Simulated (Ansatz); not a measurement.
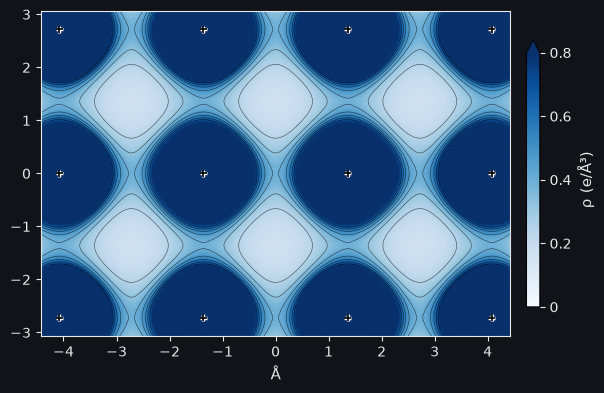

The valence pseudo-density on a plane through atoms (crosses mark nuclei in the plane).

These are results of Kohn-Sham DFT of a periodic cell, LDA, Ansatz PAW (Ansatz 0.2.0), not measurements.

Candidates:
A. Si, a = 6.57 Å, b = 6.57 Å, c = 6.57 Å, α = 90.00°, β = 90.00°, γ = 90.00°. Space group Ia-3; a structure from a database of computed crystals, not necessarily the ambient phase.
B. Nb, a = 2.72 Å, b = 2.72 Å, c = 2.72 Å, α = 90.00°, β = 90.00°, γ = 90.00°. Space group Pm-3m; a generated structure, not necessarily the stable one; computed pressure about −8 GPa in this cell.

**Which system is this?**

Candidate B: Nb on the (001) plane of the conventional cell, which holds Nb. Nb–Nb (2.72 Å): the density is about 0.39 e/Å³ at the midpoint.
